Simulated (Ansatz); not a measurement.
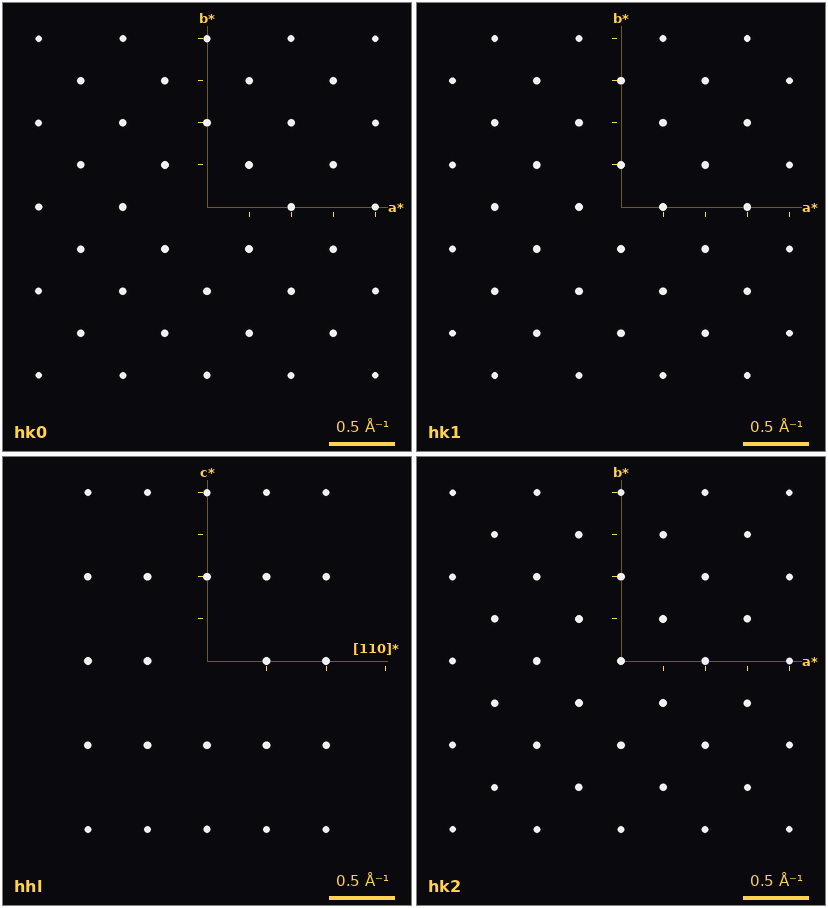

Four undistorted layers of reciprocal space, calculated for a single crystal (neutrons, kinematic |F|², B = 0.5 Å²). Tick marks count the reciprocal lattice steps of the conventional cell along each axis.

### What cell do the layers give?

a* = 0.329, b* = 0.329, c* = 0.329 Å⁻¹; the cell is cubic with a = 3.04 Å.

### List the systematic absences.

Reflections are present only under these conditions. hkl: h + k + l = 2n; hk0: h + k = 2n; hhl: l = 2n; h00: h = 2n. The lattice is body-centred (I).

### Which space groups fit?

The intensities have Laue symmetry m-3m (the hk0 layer shows 4mm, hk1 shows 4mm). With these conditions the candidates are I432 (No. 211), I-43m (No. 217), Im-3m (No. 229). Diffraction geometry alone does not choose among them; the structure has Im-3m. The compound is Rh. Structure: the geometry relaxed with Ansatz 0.2.0, DFT r2SCAN, scalar-relativistic, plane waves, PAW; the starting structure was generated, so it need not be a known form of this composition.
